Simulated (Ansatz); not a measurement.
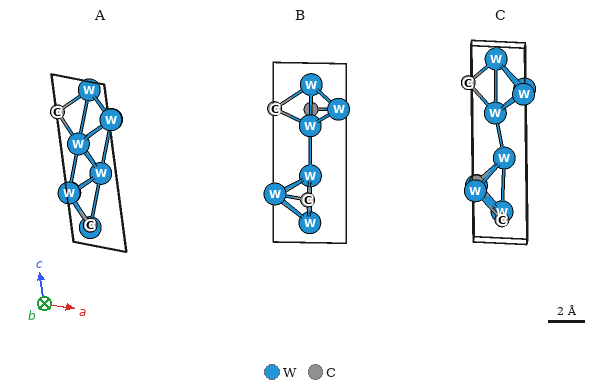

3 geometries from one relaxation of solid W$_{3}$C$_{2}$ (a generated structure, set up in P1) (coarse preliminary run), in shuffled order. The picture is a ball-and-stick view of the cell of the calculation, reduced to other axes, seen along the b axis. Lengths and directions refer to the drawn axes.

These are results of DFT PBE, scalar-relativistic, plane waves, PAW in Ansatz 0.2.0, not measurements. Set-up: plane-wave cutoff 420 eV; k-point mesh 6 × 6 × 2; occupations gaussian; smearing width 0.2 eV; no spin polarisation; cell and atoms relaxed; force threshold 0.025 eV/Å; at most 60 steps.

**Put them in the order of the run, from the start to the converged end.**

B, C, A. They are steps 0, 9, 25, at +2015 meV per atom, +555 meV per atom relative to the last. The energy falls by 2015 meV per atom in 23 accepted moves (25 points after the start). Largest force component: 22 eV/Å at the start, 0.016 eV/Å at the end. The pressure goes from 7.01 to −0.09 GPa. The line search rejected the trial step at point 23 of the run. At 1 point the geometry stayed and the basis and grid were re-selected for the new cell (energy shift of 0.8 meV per atom at most each time). The atom that moves furthest relative to the cell is a C atom (1.41 Å along [−1 2 −1]). By element the largest moves are C 1.41 Å, W 1.35 Å. The volume changes by −30.6 %, with a 4.093 → 3.014 Å (−26.4 %), b 4.101 → 4.327 Å (+5.5 %), c 10.054 → 9.463 Å (−5.9 %), α 90.5° → 90.0°, β 91.1° → 108.5°, γ 90.9° → 90.0°. Among the contacts that change: C–W 5.700 → 2.164 Å, C–W 5.644 → 2.157 Å, W–W 6.289 → 2.989 Å, W–W 6.039 → 2.976 Å. New bonds form, among them: C–W (4.03 → 2.15 Å), C–W (4.13 → 2.16 Å), C–W (5.64 → 2.16 Å), C–W (5.70 → 2.16 Å). Bonds break, among them: C–W (2.23 → 3.65 Å), C–W (2.37 → 3.65 Å). Among the angles between lasting bonds that change: W–C–W 167.3° → 88.7°, W–C–W 162.3° → 88.7°, W–W–W 116.0° → 179.6°. Within 0.06 Å the space group is P1 at the start and Immm at the end; at a tighter tolerance small leftover displacements or strains of the cell lower it. Cost: 5.8 min on 1 thread of AMD EPYC 9R45 96-Core Processor (Zen 5) (shared host), peak memory 0.75 GiB.
